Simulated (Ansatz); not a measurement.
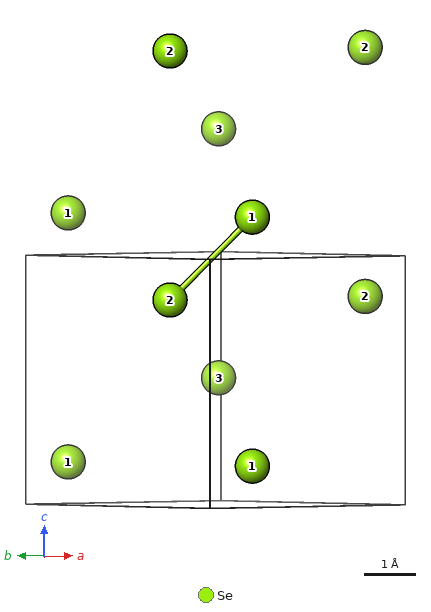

Reference structure: crystalline Se (set up in P3_221). A ball-and-stick model of the cell of the calculation, repeated 1 × 1 × 2 with one cell outlined, seen from a free direction.

Method: DFT, PBE, PAW with Ansatz's default frozen-core files, scalar-relativistic in Ansatz. Set-up: plane-wave cutoff 420 eV; k-point mesh 8 × 8 × 6; occupations fermi dirac; smearing width 0.03 eV; no spin polarisation.

The variant: All lengths are scaled by −2.0 % (volume −6.0 %), the atoms keeping their fractional coordinates. No relaxation follows.

What is the effect?

Answer. Among the bonded contacts that change: Se–Se 2.324 → 2.277 Å. The space group stays P3_221 (No. 154). Energy change: +79.7 meV per atom. Pressure: 5.5 GPa before, 10.4 GPa after. The principal stresses (compression positive) are 14.3 GPa along c and 8.5 GPa across it. The largest forces, 2 eV/Å, act on Se1, Se2 and Se3; on Se1 it points along +a. The gap on the k-mesh goes from 1.11 to 1.18 eV.

Drawn alike, the variant:

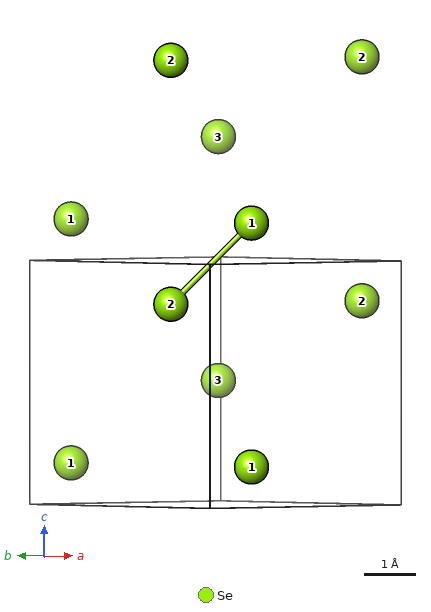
